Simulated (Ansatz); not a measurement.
# TaS2: geometry relaxation (part 1 of 2)

- system: TaS2 (P-3m1, 3 atoms in the cell)
- method: DFT PBE, spin-orbit coupling, plane waves, PAW (Ansatz 0.2.0)

The structure derives from an entry of the Crystallography Open Database. It belongs to a series of runs on one base structure; here: volume × 1.040.

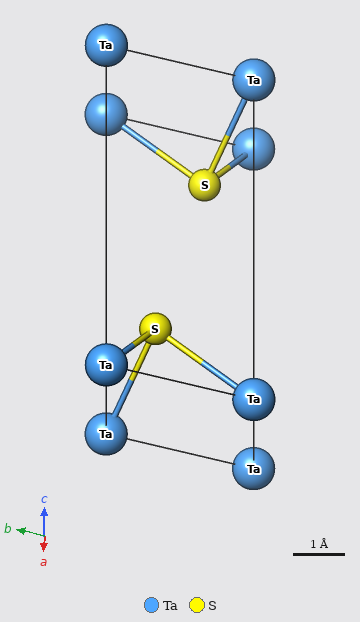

**Figure 1.** The starting structure (ball-and-stick view of the cell of the calculation, seen at an oblique angle). An atom can appear more than once, as a periodic image. Near neighbours in the periodic cell (some may lie outside the picture): Ta has 6 S at 2.50 Å; S has 3 Ta at 2.50 Å.

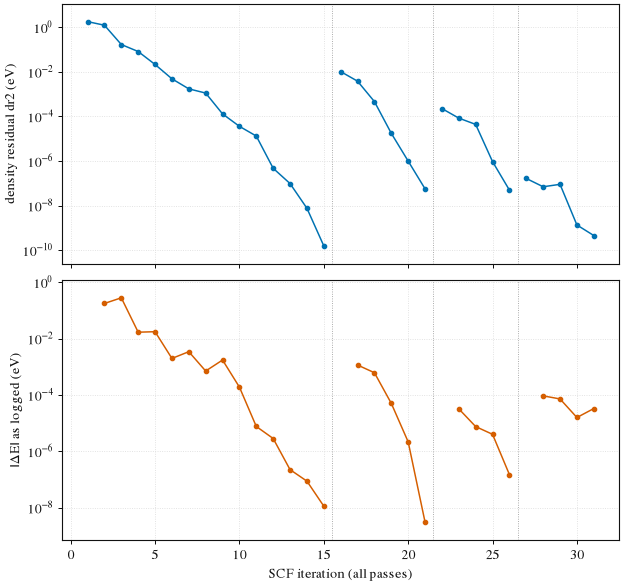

**Figure 2.** Convergence of the self-consistent field: density residual dr2 and size of the energy change against the SCF iteration. The dotted lines part the SCF passes of the relaxation: geometry steps, rejected trials and re-solves on a re-selected basis. The passes take 15, 6, 5 and 5 iterations.

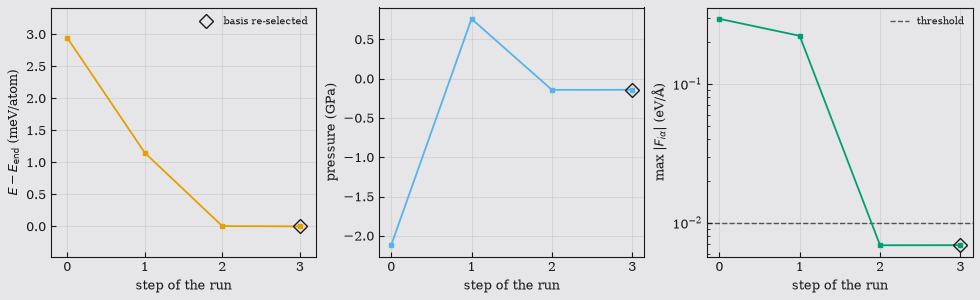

**Figure 3.** Progress of the relaxation, step by step (the first geometry is step 0 here and step 1 in the log).

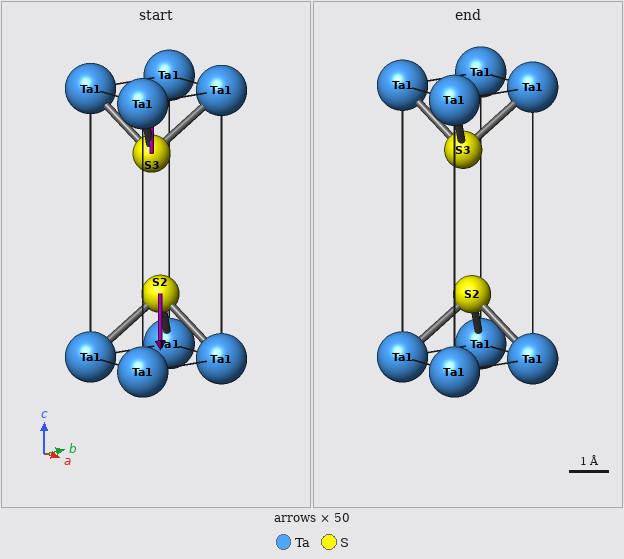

**Figure 4.** Before (left) and after (right) the relaxation, at one scale (ball-and-stick view of the cell of the calculation, seen slightly off an axis). The pink arrows give the displacements (without the part carried along by the change of the cell), magnified 50 times. Over 2 geometry steps the energy falls by 2.9 meV per atom. The largest force component goes from 0.29 to 0.0069 eV/Å. Pressure: −2.12 GPa at the start and −0.14 GPa at the end. The largest moves relative to the cell, 0.030 Å, are those of S2 and S3. Ta stays in place. The drawn cell changes at constant volume: a = b 3.401 → 3.381 Å (−0.6 %), c 6.978 → 7.064 Å (+1.2 %). Distances before and after: Ta1–S2 2.497 → 2.481 Å. The space group stays P-3m1 (No. 164). A last SCF at the same geometry on a re-selected plane-wave basis shifts the energy by next to nothing (0.0 meV per atom). (Atoms are counted from 1 in the order of the input.)

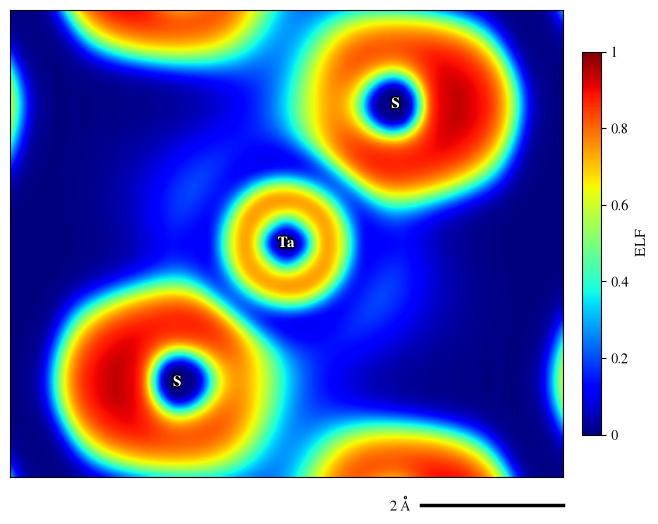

**Figure 5.** ELF on the (110) plane of the conventional cell. The section cuts through Ta and S sites. Ta–S (2.48 Å): the ELF is about 0.40 at the midpoint; no shared pair; the contact is polar. The strong features right at Ta lie inside the PAW spheres (semicore, d or f shells) and say nothing about bonding. In a PAW calculation such maps are meaningful between the atoms, not at the nuclei.

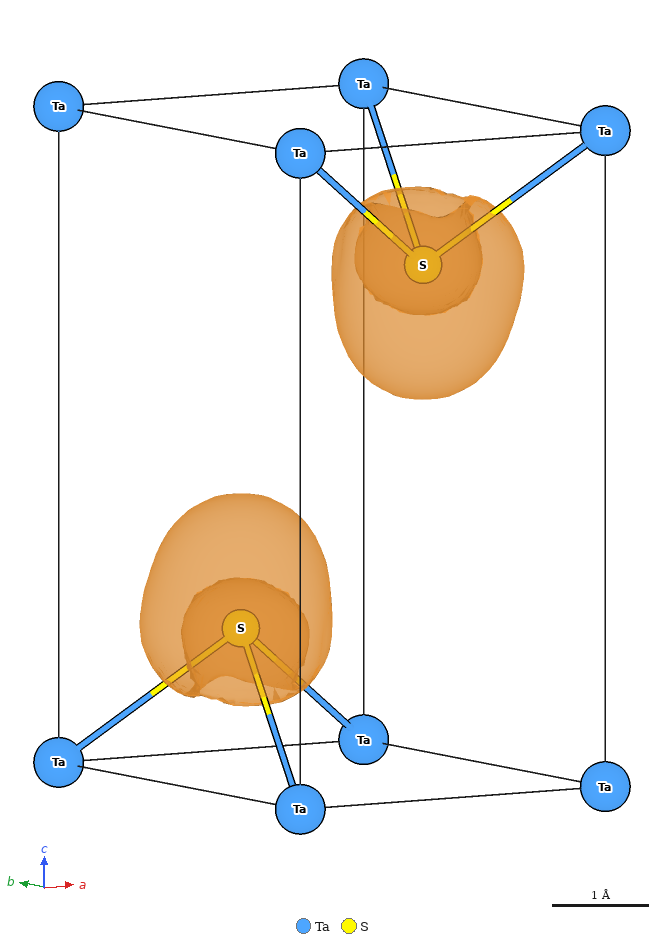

**Figure 6.** Isosurface of the electron localisation function at 0.8 (orange), seen at an oblique angle. Only the valence region is drawn (cores and ρ < 0.01 e/Å³ removed). Sticks mark near contacts. The outline is the cell set on symmetry axes. Profiles from the grid: Ta–S (2.48 Å): the ELF is about 0.40 at the midpoint (a polar contact without a shared pair, in a metal).

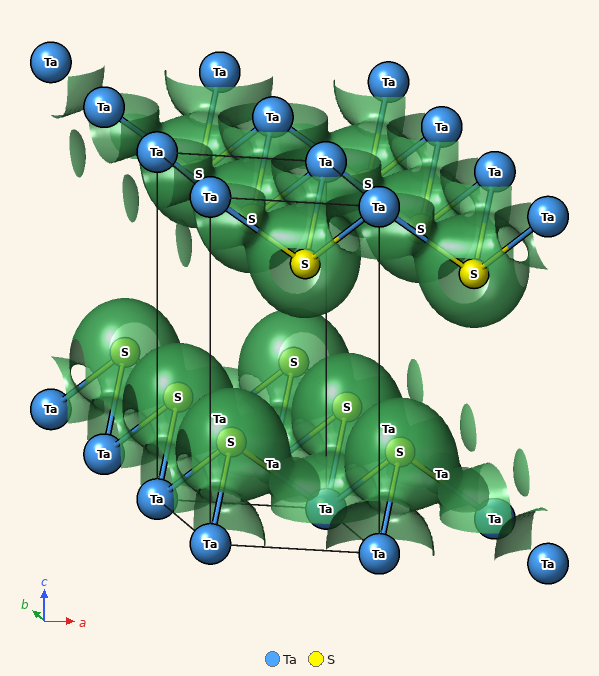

**Figure 7.** Isosurface of the valence pseudo-density at 0.4 e/Å³ (green), seen slightly off an axis. Sticks mark near contacts. The outline is the cell set on symmetry axes. At this value the density is joined into sheets; it holds about 75 % of the electrons treated as valence (semicore included). On the grid the lowest density along these lines, outside the cores, is 0.51 e/Å³ (Ta–S, 2.48 Å).

These pictures come from the run below.

Input
```yaml
crystal:
  lattice:
    - [3.4013988459, 0.0, 0.0]
    - [-1.700699423, 2.9456978089, 0.0]
    - [0.0, 0.0, 6.977849974]
  atoms:
    - { symbol: Ta, position: [0.0, 0.0, 0.0], spin: 0.05, spin_axis: [0.0, 0.0, 1.0] }
    - { symbol: S, position: [0.3333333333, 0.6666666667, 0.2210122508] }
    - { symbol: S, position: [0.6666666667, 0.3333333333, 0.7789877492] }
basis:
  ecutwfc: 420
  ecutrho_ratio: 4
kpoints:
  mp_grid: { grid: [12, 12, 6] }
hamiltonian:
  xc: pbe
scf:
  occupations: { method: gaussian, width: 0.05 }
output:
  forces: true
  stress: true
  eigenvalues: true
  populations: true
  write_density: true
  write_potential: true
  elf: true
  volumetric_format: npy
magnetization:
  noncollinear: true
  spin_orbit: true
relax:
  f_tol: 0.01
  max_steps: 40
  cell: { stress_tol: 0.1, fix: [volume] }
```

Command:
```bash
ansatz run input.yaml --threads 4 --pin off --max-ram 7168MiB --backend cpu --events-out ev --progress --plain --runs-dir out
```

The program's output
```
Engine: ansatz 0.2.0, aarch64-unknown-linux-gnu
Pseudopotentials: kind: paw_fr
Pseudopotential: Ta, paw_fr, valence charge 13, recommended cutoff 420 eV (normal), Ta.paw.azcp#standard-fr
Pseudopotential: S, paw_fr, valence charge 6, recommended cutoff 420 eV (normal), S.paw.azcp#standard-fr
Functional definition: PBE
  parameter kappa = 0.804
  parameter beta = 0.06672455060314922
  exchange = pbe_x(kappa = kappa, mu = beta*pi^2/3)
  correlation = pbe_c(beta = beta)
Crystal: 3 atoms, lattice volume = 69.915 Å³
Basis set: ecut = 420 eV, 1355 PW (Γ), exchange–correlation on 48×48×96 points (8 copies of the dense FFT grid, shifted against one another)
Bands: 34, of which v1, the nominal top of the filled ones, is band 25 counted from 1 (24 counted from 0)
Symmetry: 6 space group operations + 6 with time reversal
Magnetic group: BNS 164.89 (UNI 1319), of the structure as read, at distance tolerance 4.1e-5 Å
k-points: 100 of 864 (time reversal used)
Projection manifold: j_resolved (fully-relativistic pseudo-atomic orbitals)
Non-local potential: Ta, projectors of the file, l = 0: 3, l = 1: 4, l = 2: 4, l = 3: 2
Non-local potential: S, projectors of the file, l = 0: 2, l = 1: 4, l = 2: 4
PAW form: soft (Blöchl's): semilocal exchange-correlation on the pseudo side does not see the compensation charge
PAW one-centre angular grid: Ta, 590 points (default); XC on 64 Gauss nodes
PAW one-centre angular grid: S, 110 points (default); XC on 64 Gauss nodes
Initial density: superposition of atomic densities (chi_scale 0.1, normalization cell, long waves kept (reshape's long-wave potential 0.10 eV rms))
Starting moments: Σ|m| = 0.05 μB on 1 of 3 sites
Initial wavefunctions: pseudopotential atomic-orbital guess
Functional: x = pbe(κ = 0.804, μ = 0.2195149727645171), c = pbe(β = 0.06672455060314922)
SCF iter   1: F=—  HF=-11762.534378 eV  |F-HF|=—  |Δ(HF+E_count)|=         —  Δρ=3.54e-2  dr2=1.80e0  dr2_m=5.79e-4  ethr=3.10e-3  |M|=1.64e-2 ∫|m|=1.96e-2 μB  |m|>n=0.0e0 m-floor=0.0e0 τ_xc=2.6e-17 mc-row=0.0e0  β_m=0.30  ⟨swp⟩=7.4  Hψ=18312  notcnv=0  defer=28
preconditioner: auto → Kerker (q_TF=auto, 2.299 Å⁻¹)  [metal: Δε(μ)=0.023 eV  Ē_g=8.665 eV  σ=0.050 eV  W_gap=0.25  n_scr=10 (ndim 8)  ℏωp=18.3 eV  f_vac=0.113  D(μ)=2.03/eV (n_scr^D=10)]
spin=Noncollinear: Kerker preconditioning applied to the charge; magnetization (m_x, m_y, m_z) channels mix plain (no charge-response kernel on spin).
SCF iter   2: F=—  HF=-11762.358409 eV  |F-HF|=—  |Δ(HF+E_count)|=   1.76e-1  Δρ=2.70e-2  dr2=1.24e0  dr2_m=3.15e-4  ethr=3.10e-3  |M|=1.41e-2 ∫|m|=1.71e-2 μB  |m|>n=0.0e0 m-floor=0.0e0 τ_xc=5.1e-7 mc-row=0.0e0  β_m=0.30  ⟨swp⟩=1.0  Hψ=4200  notcnv=0  defer=76
SCF iter   3: F=—  HF=-11762.079633 eV  |F-HF|=—  |Δ(HF+E_count)|=   2.79e-1  Δρ=9.31e-3  dr2=1.69e-1  dr2_m=1.74e-4  ethr=3.10e-3  |M|=1.12e-2 ∫|m|=1.46e-2 μB  |m|>n=0.0e0 m-floor=0.0e0 τ_xc=6.8e-7 mc-row=0.0e0  β_m=0.30  ⟨swp⟩=2.2  Hψ=5287  notcnv=0  defer=76
SCF iter   4: F=—  HF=-11762.062862 eV  |F-HF|=—  |Δ(HF+E_count)|=   1.68e-2  Δρ=4.77e-3  dr2=8.19e-2  dr2_m=9.89e-5  ethr=6.75e-4  |M|=9.77e-3 ∫|m|=1.25e-2 μB  |m|>n=0.0e0 m-floor=0.0e0 τ_xc=6.8e-7 mc-row=0.0e0  β_m=0.30  ⟨swp⟩=2.5  Hψ=4584  notcnv=0  defer=368
SCF iter   5: F=—  HF=-11762.045363 eV  |F-HF|=—  |Δ(HF+E_count)|=   1.75e-2  Δρ=4.13e-3  dr2=2.15e-2  dr2_m=5.77e-5  ethr=3.28e-4  |M|=8.18e-3 ∫|m|=1.06e-2 μB  |m|>n=0.0e0 m-floor=0.0e0 τ_xc=6.2e-7 mc-row=0.0e0  β_m=0.30  ⟨swp⟩=2.2  Hψ=4501  notcnv=0  defer=368
SCF iter   6: F=—  HF=-11762.047331 eV  |F-HF|=—  |Δ(HF+E_count)|=   1.97e-3  Δρ=2.57e-3  dr2=4.89e-3  dr2_m=3.33e-5  ethr=8.58e-5  |M|=6.98e-3 ∫|m|=9.21e-3 μB  |m|>n=0.0e0 m-floor=0.0e0 τ_xc=5.4e-7 mc-row=0.0e0  β_m=0.30  ⟨swp⟩=2.1  Hψ=4732  notcnv=0  defer=366
SCF iter   7: F=—  HF=-11762.050755 eV  |F-HF|=—  |Δ(HF+E_count)|=   3.42e-3  Δρ=1.56e-3  dr2=1.73e-3  dr2_m=1.96e-5  ethr=1.96e-5  |M|=6.04e-3 ∫|m|=8.03e-3 μB  |m|>n=0.0e0 m-floor=0.0e0 τ_xc=4.6e-7 mc-row=0.0e0  β_m=0.30  ⟨swp⟩=2.5  Hψ=4347  notcnv=0  defer=366
Mixer restart at iter 7: flushing history
spin-set hold released at iteration 7 (site moments contracting): the magnetisation degrees of freedom join the quasi-Newton model from the next iteration; the mixer history was flushed
SCF iter   8: F=—  HF=-11762.051460 eV  |F-HF|=—  |Δ(HF+E_count)|=   7.04e-4  Δρ=1.20e-3  dr2=1.12e-3  dr2_m=1.18e-5  ethr=6.90e-6  |M|=5.24e-3 ∫|m|=7.03e-3 μB  |m|>n=0.0e0 m-floor=0.0e0 τ_xc=3.8e-7 mc-row=0.0e0  β_m=0.65  ⟨swp⟩=1.0  Hψ=3076  notcnv=0  defer=366
SCF iter   9: F=—  HF=-11762.053194 eV  |F-HF|=—  |Δ(HF+E_count)|=   1.73e-3  Δρ=2.67e-4  dr2=1.30e-4  dr2_m=3.97e-7  ethr=4.46e-6  |M|=1.99e-3 ∫|m|=2.80e-3 μB  |m|>n=0.0e0 m-floor=0.0e0 τ_xc=9.0e-8 mc-row=0.0e0  β_m=0.82  ⟨swp⟩=2.0  Hψ=4482  notcnv=0  defer=366
SCF iter  10: F=—  HF=-11762.053383 eV  |F-HF|=—  |Δ(HF+E_count)|=   1.89e-4  Δρ=1.06e-4  dr2=3.60e-5  dr2_m=3.68e-8  ethr=5.22e-7  |M|=6.29e-4 ∫|m|=9.11e-4 μB  |m|>n=0.0e0 m-floor=0.0e0 τ_xc=1.1e-8 mc-row=0.0e0  β_m=0.91  ⟨swp⟩=2.0  Hψ=4537  notcnv=0  defer=366
SCF iter  11: F=—  HF=-11762.053390 eV  |F-HF|=—  |Δ(HF+E_count)|=   7.59e-6  Δρ=4.70e-5  dr2=1.32e-5  dr2_m=3.01e-10  ethr=1.44e-7  |M|=6.25e-5 ∫|m|=1.08e-4 μB  |m|>n=0.0e0 m-floor=0.0e0 τ_xc=1.7e-10 mc-row=0.0e0  β_m=0.96  ⟨swp⟩=2.0  Hψ=4432  notcnv=0  defer=366
SCF iter  12: F=—  HF=-11762.053388 eV  |F-HF|=—  |Δ(HF+E_count)|=   2.84e-6  Δρ=2.28e-5  dr2=4.72e-7  dr2_m=1.58e-9  ethr=5.26e-8  |M|=1.15e-4 ∫|m|=1.53e-4 μB  |m|>n=0.0e0 m-floor=0.0e0 τ_xc=3.7e-10 mc-row=0.0e0  β_m=0.98  ⟨swp⟩=2.0  Hψ=4342  notcnv=0  defer=366
SCF iter  13: F=—  HF=-11762.053388 eV  |F-HF|=—  |Δ(HF+E_count)|=   2.23e-7  Δρ=7.74e-6  dr2=9.74e-8  dr2_m=4.95e-10  ethr=4.00e-10  |M|=6.62e-5 ∫|m|=9.11e-5 μB  |m|>n=0.0e0 m-floor=0.0e0 τ_xc=1.2e-10 mc-row=0.0e0  β_m=0.99  ⟨swp⟩=15.0  Hψ=27420  notcnv=0
SCF iter  14: F=—  HF=-11762.053388 eV  |F-HF|=—  |Δ(HF+E_count)|=   8.72e-8  Δρ=2.49e-6  dr2=7.60e-9  dr2_m=1.10e-10  ethr=3.90e-10  |M|=3.19e-5 ∫|m|=4.43e-5 μB  |m|>n=0.0e0 m-floor=0.0e0 τ_xc=2.5e-11 mc-row=0.0e0  β_m=0.99  ⟨swp⟩=9.0  Hψ=19962  notcnv=0
SCF iter  15: F=-11762.053388 eV  HF=-11762.053388 eV  |F-HF|=5.11e-10  |Δ(HF+E_count)|=   1.13e-8  Δρ=4.09e-7  dr2=1.56e-10  dr2_m=2.13e-11  ethr=3.04e-11  |M|=1.36e-5 ∫|m|=1.88e-5 μB  |m|>n=0.0e0 m-floor=0.0e0 τ_xc=1.4e-12 mc-row=0.0e0  ⟨swp⟩=8.6  Hψ=19223  notcnv=0
WARN: the starting moments were not kept: the SCF closed with an absolute magnetisation of 1.8e-5 μB, where they sum to 0.05 μB in size (1 site). That is at most 0.1 of that sum. Measured as dr2_m measures the in/out step, that magnetisation stands 4.3e-11 eV from none, at or under the dr2_threshold of 1.0e-7 eV: it is no larger than a step whose dr2_m would equal this threshold. The system may hold no moment; this SCF shows only that its start led to no more than that. To try another start: raise the starting moments (crystal.atoms[].spin, magnetization.per_species, magnetization.initial_magnetization, or on a non-collinear deck that types none of these the spinor_matrix: blocks that start its atoms; where the total moment is fixed, keep their sum and leave initial_magnetization as it is; typed ones take the place of any that the run laid by itself, positive ones on a crystal's lanthanoids without a Hubbard term where scf.initial_density.shell_occupations: [] is typed) or, if the notice of its spin-set hold's release reads "site moments contracting" or "site moments show no strong build", lengthen the hold (scf.mixing.spin_hold: { on: { confirm: 4 } }; for m-r²SCAN on two components see the key's manual first). Each may lead to a state that holds a moment. A second SCF, from the converged charge density, with the starting moments and any scf.initial_density.shell_occupations laid on it anew, would have followed, and was not run: the deck does not ask for one (magnetization.retry_lost_moments is false, the default). To let it run, set magnetization.retry_lost_moments: true and run the deck again, where that key's refused combinations let it; where memory then withholds it, that run's warning says so.
SCF 1 converged in 15 iterations: F = -11762.053388 eV  dr2 = 1.56e-10
  greatest PAW one-centre occupation: 0.999 electrons in one spin orbital (limit 2), on the Ta atom at site 0 (counted from 0), in its partial waves of l = 0
```
